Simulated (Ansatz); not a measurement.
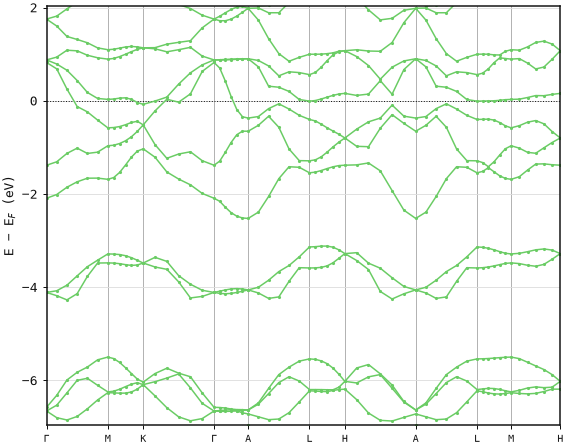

Band structure. Energies are counted from the Fermi level. The path runs straight from each named point to the next. The path has few k points, so lines between them are rough.

Question: What lattice type does the k path imply?

Answer: A hexagonal (primitive) lattice: the path Γ–M–K–Γ–A–L–H–A–L–M–H runs through the special points of its Brillouin zone.

The Ansatz input:

```
crystal:
  lattice:
    - [3.987323, 0.0, 0.0]
    - [-1.993661, 3.453123, 0.0]
    - [0.0, 0.0, 6.209266]
  atoms:
    - { symbol: La, position: [0.3333, 0.6667, 0.25] }
    - { symbol: La, position: [0.6667, 0.3333, 0.75] }
    - { symbol: O, position: [0.25, 0.25, 0.0] }
    - { symbol: O, position: [0.75, 0.0, 0.0] }
    - { symbol: O, position: [0.0, 0.75, 0.0] }
  symmetry: { tolerance: 0.0003 }
kpoints:
  mp_grid: { grid: [10, 10, 6], shift: [0, 0, 0] }
  band_path:
    path:
      - [0.0, 0.0, 0.0]
      - [0.5, 6.0e-08, 0.0]
      - [0.33333333, 0.3333334, 0.0]
      - [0.0, 0.0, 0.0]
      - [0.0, 0.0, 0.5]
      - [0.5, 6.0e-08, 0.5]
      - [0.33333333, 0.3333334, 0.5]
      - [0.0, 0.0, 0.5]
      - [0.5, 6.0e-08, 0.5]
      - [0.5, 6.0e-08, 0.0]
      - [0.33333333, 0.3333334, 0.5]
    npoints: 6
magnetization:
  spin_polarized: false
scf:
  occupations: { method: fermi_dirac }
  lower_state_search: "off"
  max_iter: 200
hamiltonian:
  pseudopotentials: { kind: paw }
  xc: pbe
basis:
  ecutwfc: 420
  fft_grid_basis: typed
output:
  forces: true
  stress: true
  eigenvalues: true
  bader: true
  populations: true
  elf: true
  write_potential: true
  volumetric_format: npy
  dos:
    e_range: [-12, 8]
    de: 0.05
    projected: { site_lists: { La: [La], O: [O] } }
checkpoint:
  read: saved_state
```

Question: Does this material conduct, going by its bands?

Answer: A metal: bands cross the Fermi level along this path.

Question: By band count a gap could open at this filling. What closes it?

Answer: The last band that the electron count would fill rises to 0.82 eV above the Fermi level at Γ, leaving holes there, and the next band dips to 0.08 eV below it at K, holding electrons: an overlap of 0.90 eV.

Question: Which levels at H lie nearest to the Fermi level?

Answer: At H the nearest levels lie 0.80 eV below and 0.16 eV above the Fermi level.

The atoms aren't at rest in this cell (largest force 7.3 eV/Å), so the relaxed material can differ. The cell is at 33 GPa in this functional.
